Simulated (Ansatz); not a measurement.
## Single-point calculation of CoSi₂ (part 1 of 2)

The run: single-point calculation of CoSi₂ (slab, 24 atoms in the cell). Method and program: DFT PBE+D3(BJ), scalar-relativistic, plane waves, PAW, no spin polarisation (Ansatz 0.2.0).

The structure derives from an entry of the Crystallography Open Database. It belongs to a series of runs on one base structure; here: the slab at its places in the relaxed adsorbed structure. Figures and captions count atoms from 1; the log counts them from 0 in places.

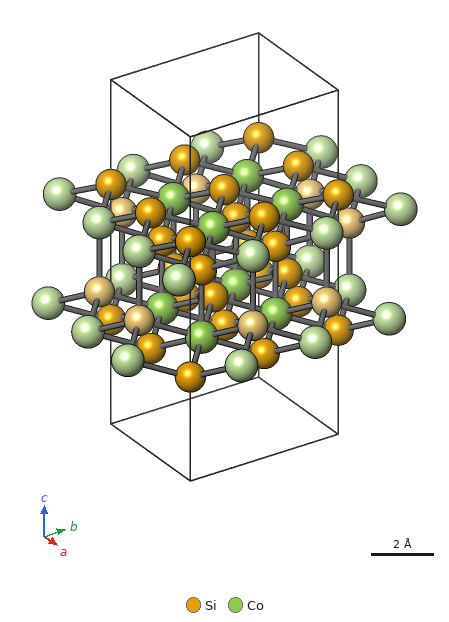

Fig. 1: The structure as given in the input (ball-and-stick view of the cell of the calculation, with the vacuum cut short, seen slightly off an axis; neighbours outside the cell are drawn fainter). Near neighbours in the crystal (not all of them lie inside the picture): Si has 3 Co at 2.27 to 2.30 Å; Co has 7 Si at 2.26 to 2.34 Å; Si has 4 Co at 2.26 to 2.34 Å.

Key numbers

| quantity | value |
| --- | --- |
| outcome | converged |
| electrons treated | 200 |
| free energy | −51191.8534 eV |
| work function, top face | 5.02 eV |
| work function, bottom face | 4.93 eV |
| Fermi energy | 0.000 eV |
| gap on the k-point mesh | none (metallic) |
| work function (upper face) | 5.02 eV |
| largest force (length of the vector) | 0.685 eV/Å |
| hardware | 8 threads of Intel Xeon (Sapphire Rapids), 32 GiB of memory available, shared host |
| wall time | 8.1 s (CPU time 61 s) |
| peak memory | 3.1 GiB |

Remarks

The run has no spin polarisation, so a magnetic state may lie lower.

Input file
```yaml
crystal:
  lattice:
    - [7.5013146836, 0.0, 0.0]
    - [-3.7506573418, 6.4963290778, 0.0]
    - [0.0, 0.0, 22.5935983437]
  atoms:
    - { symbol: Si, position: [0.5, 0.5, 0.354082598] }
    - { symbol: Si, position: [0.5, 0.0, 0.354082598] }
    - { symbol: Si, position: [0.0, 0.5, 0.354082598] }
    - { symbol: Si, position: [0.0, 0.0, 0.354082598] }
    - { symbol: Co, position: [0.3333333333, 0.1666666667, 0.3879682904] }
    - { symbol: Co, position: [0.3333333333, 0.6666666667, 0.3879682904] }
    - { symbol: Co, position: [0.8333333333, 0.1666666667, 0.3879682904] }
    - { symbol: Co, position: [0.8333333333, 0.6666666667, 0.3879682904] }
    - { symbol: Si, position: [0.6666666667, 0.3333333333, 0.4218539829] }
    - { symbol: Si, position: [0.6666666667, 0.8333333333, 0.4218539829] }
    - { symbol: Si, position: [0.1666666667, 0.3333333333, 0.4218539829] }
    - { symbol: Si, position: [0.1666666667, 0.8333333333, 0.4218539829] }
    - { symbol: Si, position: [0.8335495766, 0.6663350833, 0.488306035] }
    - { symbol: Si, position: [0.8327115235, 0.1659522802, 0.4880646395] }
    - { symbol: Si, position: [0.3339814307, 0.6672305445, 0.4880673506] }
    - { symbol: Si, position: [0.3327279557, 0.1672376468, 0.488297908] }
    - { symbol: Co, position: [0.6668761511, 0.3330343678, 0.5249994831] }
    - { symbol: Co, position: [0.6667802103, 0.8331180849, 0.5248786966] }
    - { symbol: Co, position: [0.1657400623, 0.3341924493, 0.5253780595] }
    - { symbol: Co, position: [0.1668743752, 0.8330621311, 0.5249937567] }
    - { symbol: Si, position: [0.0002761904, 0.4997564576, 0.5577239207] }
    - { symbol: Si, position: [0.0004115126, 0.0005676002, 0.5560167858] }
    - { symbol: Si, position: [0.4993607616, 0.499502104, 0.5560190847] }
    - { symbol: Si, position: [0.4998710462, 2.98963e-05, 0.5562419549] }
basis:
  ecutwfc: 420
kpoints:
  mp_grid: { grid: [3, 3, 1] }
hamiltonian:
  xc: pbe
  dispersion: d3bj
scf:
  occupations: { method: gaussian, width: 0.1 }
output:
  forces: true
  eigenvalues: true
  write_density: true
  volumetric_format: npy
efield:
  axis: 3
  dipole_correction: true
  ramp_width: 0.04
```

Launch command:
```bash
ansatz run input.yaml --threads 8 --pin off --max-ram 20480MiB --backend cpu --events-out ev --progress --plain --runs-dir out
```

The program's output
```
Engine: ansatz 0.2.0, x86_64-unknown-linux-gnu
Pseudopotentials: kind: paw
Pseudopotential: Si, paw, valence charge 4, recommended cutoff 420 eV (normal), Si.paw.azcp
Pseudopotential: Co, paw, valence charge 17, recommended cutoff 420 eV (normal), Co.paw.azcp
Functional definition: PBE
  parameter kappa = 0.804
  parameter beta = 0.06672455060314922
  exchange = pbe_x(kappa = kappa, mu = beta*pi^2/3)
  correlation = pbe_c(beta = beta)
Crystal: 24 atoms, lattice volume = 1101.009 Å³
Basis set: ecut = 420 eV, 21639 PW (Γ), exchange–correlation on 108×108×320 points (8 copies of the dense FFT grid, shifted against one another)
Bands: 124, of which v1, the nominal top of the filled ones, is band 100 counted from 1 (99 counted from 0)
Symmetry: 1 space group operations
Space group: P1 (ITA 1), of the structure as read, at distance tolerance 1.0e-4 Å
k-points: 5 of 9 (time reversal used)
Non-local potential: Si, projectors of the file, l = 0: 2, l = 1: 2, l = 2: 2
Non-local potential: Co, projectors of the file, l = 0: 3, l = 1: 2, l = 2: 3, l = 3: 1
PAW form: soft (Blöchl's): semilocal exchange-correlation on the pseudo side does not see the compensation charge
PAW one-centre angular grid: Si, 110 points (default); XC on 64 Gauss nodes
PAW one-centre angular grid: Co, 590 points (default); XC on 64 Gauss nodes
Initial density: superposition of atomic densities (neutral atoms: chi_scale 0, normalization atom), corrected by the library's trained network
Initial wavefunctions: pseudopotential atomic-orbital guess
Functional: x = pbe(κ = 0.804, μ = 0.2195149727645171), c = pbe(β = 0.06672455060314922)
SCF iter   1: F=—  HF=-51191.893094 eV  |F-HF|=—  |Δ(HF+E_count)|=         —  Δρ=6.26e-3  dr2=4.12e-1  ethr=1.77e-3  p=-0.009 e·Å  D=-1.46e-3 V/Å  ΔV_dip=0.03 eV  dr2_dipole=2.28e-3  V_vac-E_F(+/−)=4.85/4.82 eV  ⟨swp⟩=9.6  Hψ=3132  notcnv=0  defer=17
efield: sawtooth ramp at fractional position 0.9359 (placed from the atoms, in the widest stretch of the axis that holds none; the zero of the levels goes with the place), width 0.0400; the density the first Hamiltonian is built on has a dipole p = -0.009 e·Å; the dipole correction subtracts the counter field D = -1.46e-3 V/Å, which shifts the + side's vacuum level by +0.03 eV against the − side's; the planar-averaged density in the ramp window peaks in size at 5.1e-6 e/Å³
preconditioner: auto → LDOS  [insulator: Δε(μ)=0.108 eV  Ē_g=6.266 eV  σ=0.100 eV  W_gap=0.51  n_scr=176 (ndim 8)  ℏωp=13.1 eV  f_vac=0.636  D(μ)=7.96/eV (n_scr^D=38)  ε∞_Penn≈5.3  β→1.0]
SCF iter   2: F=—  HF=-51191.919037 eV  |F-HF|=—  |Δ(HF+E_count)|=   2.59e-2  Δρ=1.07e-2  dr2=9.41e-1  ethr=2.06e-4  p=-0.055 e·Å  D=-8.97e-3 V/Å  ΔV_dip=0.20 eV  dr2_dipole=6.44e-3  V_vac-E_F(+/−)=5.23/5.03 eV  ⟨swp⟩=2.8  Hψ=1485  notcnv=0  defer=78  recentre
SCF iter   3: F=—  HF=-51191.861218 eV  |F-HF|=—  |Δ(HF+E_count)|=   5.78e-2  Δρ=3.54e-3  dr2=1.05e-1  ethr=2.06e-4  p=-0.022 e·Å  D=-3.60e-3 V/Å  ΔV_dip=0.08 eV  dr2_dipole=2.39e-4  V_vac-E_F(+/−)=4.98/4.90 eV  ⟨swp⟩=2.0  Hψ=855  notcnv=0  defer=78
SCF iter   4: F=—  HF=-51191.852609 eV  |F-HF|=—  |Δ(HF+E_count)|=   8.61e-3  Δρ=3.73e-4  dr2=1.11e-3  ethr=5.25e-5  p=-0.024 e·Å  D=-3.90e-3 V/Å  ΔV_dip=0.09 eV  dr2_dipole=1.97e-6  V_vac-E_F(+/−)=5.02/4.93 eV  ⟨swp⟩=2.2  Hψ=795  notcnv=0  defer=78
SCF iter   5: F=—  HF=-51191.853324 eV  |F-HF|=—  |Δ(HF+E_count)|=   7.14e-4  Δρ=1.52e-4  dr2=1.58e-4  ethr=5.55e-7  p=-0.026 e·Å  D=-4.23e-3 V/Å  ΔV_dip=0.10 eV  dr2_dipole=1.70e-7  V_vac-E_F(+/−)=5.03/4.93 eV  ⟨swp⟩=3.4  Hψ=1118  notcnv=0  defer=78
SCF iter   6: F=—  HF=-51191.853652 eV  |F-HF|=—  |Δ(HF+E_count)|=   3.28e-4  Δρ=6.48e-5  dr2=3.56e-5  ethr=7.90e-8  p=-0.025 e·Å  D=-4.18e-3 V/Å  ΔV_dip=0.09 eV  dr2_dipole=2.41e-6  V_vac-E_F(+/−)=5.02/4.93 eV  ⟨swp⟩=2.0  Hψ=755  notcnv=0  defer=78
SCF iter   7: F=—  HF=-51191.853433 eV  |F-HF|=—  |Δ(HF+E_count)|=   2.19e-4  Δρ=5.23e-5  dr2=2.66e-5  ethr=1.78e-8  p=-0.025 e·Å  D=-4.15e-3 V/Å  ΔV_dip=0.09 eV  dr2_dipole=4.53e-7  V_vac-E_F(+/−)=5.02/4.93 eV  ⟨swp⟩=2.0  Hψ=940  notcnv=0  defer=30
SCF iter   8: F=—  HF=-51191.853428 eV  |F-HF|=—  |Δ(HF+E_count)|=   4.80e-6  Δρ=1.65e-5  dr2=2.30e-6  ethr=1.33e-8  p=-0.025 e·Å  D=-4.16e-3 V/Å  ΔV_dip=0.09 eV  dr2_dipole=3.13e-8  V_vac-E_F(+/−)=5.02/4.93 eV  ⟨swp⟩=2.0  Hψ=702  notcnv=0  defer=30
SCF iter   9: F=—  HF=-51191.853432 eV  |F-HF|=—  |Δ(HF+E_count)|=   4.49e-6  Δρ=1.01e-5  dr2=9.32e-7  ethr=1.15e-9  p=-0.025 e·Å  D=-4.15e-3 V/Å  ΔV_dip=0.09 eV  dr2_dipole=4.11e-8  V_vac-E_F(+/−)=5.02/4.93 eV  ⟨swp⟩=2.4  Hψ=877  notcnv=0  defer=30
SCF iter  10: F=—  HF=-51191.853435 eV  |F-HF|=—  |Δ(HF+E_count)|=   2.53e-6  Δρ=4.20e-6  dr2=1.65e-7  ethr=4.66e-10  p=-0.025 e·Å  D=-4.15e-3 V/Å  ΔV_dip=0.09 eV  dr2_dipole=3.73e-9  V_vac-E_F(+/−)=5.02/4.93 eV  ⟨swp⟩=2.6  Hψ=823  notcnv=0  defer=30
SCF iter  11: F=-51191.853435 eV  HF=-51191.853435 eV  |F-HF|=6.03e-8  |Δ(HF+E_count)|=   3.67e-7  Δρ=7.70e-7  dr2=5.90e-9  ethr=5.00e-11  p=-0.025 e·Å  D=-4.15e-3 V/Å  ΔV_dip=0.09 eV  dr2_dipole=5.46e-10  V_vac-E_F(+/−)=5.02/4.93 eV  ⟨swp⟩=19.4  Hψ=3112  notcnv=0
SCF 1 converged in 11 iterations: F = -51191.853435 eV  dr2 = 5.90e-9
  greatest PAW one-centre occupation: 1.000 electrons in one spin orbital (limit 2), on the Co atom at site 4 (counted from 0), in its partial waves of l = 0
```

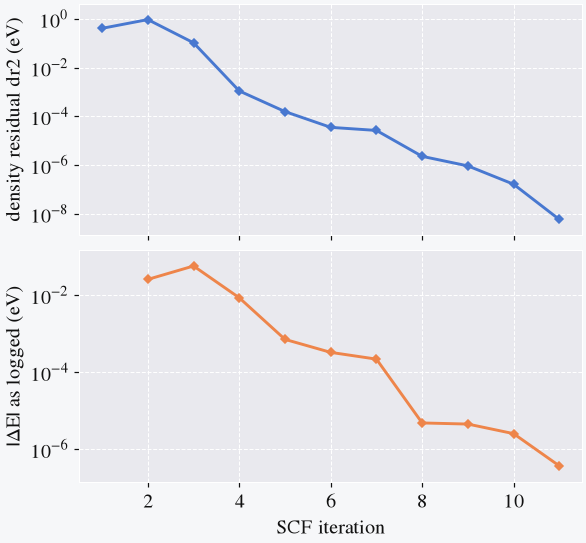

Fig. 2: Convergence of the self-consistent field: density residual dr2 and size of the energy change against the SCF iteration. The residual comes down, with one marked jump up, by a factor of about 2.5, at step 2.

```
SCF converged after 11 iterations
Free energy (F): -51191.853435 eV
Harris-Foulkes:  -51191.853435 eV  (|F-HF|=6.03e-8)
Internal energy: -51191.807213 eV  (E = F + TS)
E sigma→0 (E₀):  -51191.830324 eV
Entropy (-TS):   -0.046222 eV (-1.926 meV/atom)
Fermi energy:    0.000151 eV
Dipole field:    D = -0.004137 V/Å  (p = -0.025171 e·Å, saw-weighted, corrected)
Work function:   Φ+ = 5.0246 eV   Φ− = 4.9311 eV
Levels:          The Fermi level and band energies are counted from a zero that moves with the ramp; work functions are not
--- Per-component energies (eV) ---
  E_band       = -4801.682721
  E_kinetic    = 4346.240220
  E_local      = -188338.566969  (includes V_loc(G=0)·N_el)
  E_nonlocal   = 4026.898450
  E_hartree    = 90776.508341
  E_xc         = -2175.933933
  E_vxc        = -2417.615521  (∫ρ·V_xc dr)
  E_paw        = -20332.441181  (= ΣΔE_a)
  E_vpaw       = -3971.667477  (= ΣTr[D̂ρ^β])
  E_aug_tail   = 0.000837  (compensation charges beyond the density's cutoff)
  E_efield     = 0.000052  (sawtooth field / dipole correction)
  E_vefield    = 0.003411  (∫n·V_field dr)
  E_ewald      = 60512.622396
  E_disp       = -7.135426  (pairwise vdW)
  E_smearing   = -0.046222  (= −TS)
  E_closure    = 0.000000  (closes the sum)
  Σ components = -51191.853435   (vs F -51191.853435, Δ=0.00e0)
--- Forces (eV/Å), atoms counted from 1 ---
  atom   1  Si     0.00268444    -0.00480553     0.30538542
  atom   2  Si    -0.00669099     0.00372798     0.30227923
  atom   3  Si    -0.00080801     0.00051205     0.30228394
  atom   4  Si     0.00554506    -0.00006433     0.30540940
  atom   5  Co    -0.01166176     0.00692657    -0.64779634
  atom   6  Co     0.00251784    -0.00322608    -0.68498776
  atom   7  Co     0.00391074    -0.00087534    -0.68509028
  atom   8  Co     0.00314918    -0.00231155    -0.66137272
  atom   9  Si    -0.00288271    -0.00013675     0.38463969
  atom  10  Si     0.01541695    -0.00952577     0.36357258
  atom  11  Si    -0.01644896     0.00895904     0.40052131
  atom  12  Si    -0.00233703     0.00184682     0.38453692
  atom  13  Si     0.01139902    -0.00477754    -0.01617372
  atom  14  Si     0.01013994     0.05825148     0.03100558
  atom  15  Si    -0.04532680    -0.03779913     0.02995149
  atom  16  Si     0.03539374    -0.02094576     0.00055210
  atom  17  Co    -0.01342713     0.03415477     0.05575957
  atom  18  Co     0.00359659    -0.00037869     0.04781409
  atom  19  Co     0.06648964    -0.03833887    -0.03252108
  atom  20  Co    -0.03573966    -0.00323326     0.05558402
  atom  21  Si    -0.06323967     0.03373702    -0.16677533
  atom  22  Si    -0.00018529    -0.02316778    -0.01835428
  atom  23  Si     0.01996675     0.01184628    -0.01792565
  atom  24  Si     0.01853783    -0.01037540    -0.03833376
  max |Σ_I F_I| component: 3.56e-5 eV/Å
--- Band table (eV; the first three rows and the last of 5) ---
```
